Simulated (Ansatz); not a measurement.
## Electronic structure of GaN (slab) in real space

```yaml
crystal:
  lattice:
    - [3.18258, 0.00000, 0.00000]
    - [0.00000, 5.18543, 0.00000]
    - [0.00000, 0.00000, 18.67493]
  atoms:
    - { symbol: Ga, position: [0.00000, 0.97789, 0.41943] }
    - { symbol: N, position: [0.00000, 0.63270, 0.40232] }
    - { symbol: Ga, position: [0.50000, 0.50414, 0.44015] }
    - { symbol: N, position: [0.50000, 0.13526, 0.44940] }
    - { symbol: Ga, position: [0.50000, 0.00413, 0.55985] }
    - { symbol: N, position: [0.50000, 0.63528, 0.55060] }
    - { symbol: Ga, position: [0.00000, 0.47791, 0.58057] }
    - { symbol: N, position: [0.00000, 0.13269, 0.59768] }
```

Theory: DFT PBEsol, scalar-relativistic, plane waves, PAW in Ansatz 0.2.0.

Core electrons are frozen (PAW), and the valence fields are smoothed inside the atomic spheres.

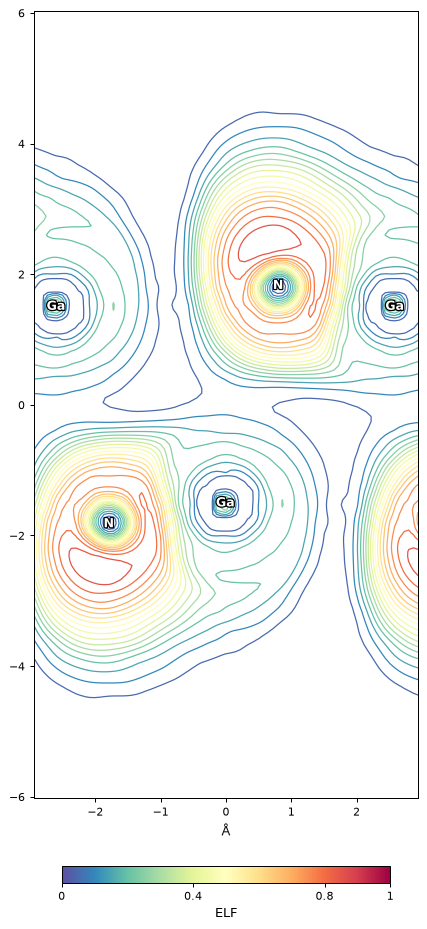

Figure 1. ELF on the (100) plane of the calculation cell, a cut from vacuum to vacuum.

What do the fields say about this system?

Answer. The plane passes through Ga and N nuclei.
Ga–N (1.82 Å): the ELF peaks at about 0.80 in the valence shell of N, 0.6 Å from its nucleus, and is about 0.55 at the midpoint.
The ELF also peaks beside N, away from the bonds: lone-pair regions.

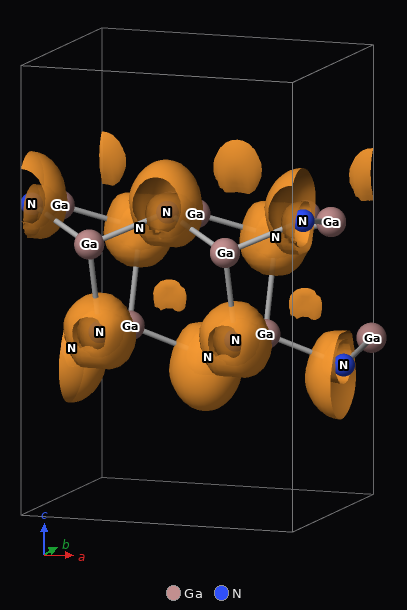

Figure 2. Isosurface of the ELF at 0.75 (orange), seen slightly off an axis. Core shells and regions of very low density are left out. Sticks mark near contacts.

Where are the electrons localised?

Answer. The ELF exceeds this value in four regions wrapped around N (the valence shell of each), counted in one cell of 8 atoms. Counts are for one cell; the picture repeats the cell along the surface. Along the contacts the grid gives the following. Ga–N (1.86 Å): the ELF peaks at about 0.85 in the valence shell of N, 0.7 Å from its nucleus, and is about 0.50 at the midpoint.

Does the calculation make it a metal, or give it a gap?

Answer. It is gapped, with a Kohn–Sham gap of 1.9 eV on the k-point mesh, an upper bound to the gap of this method.
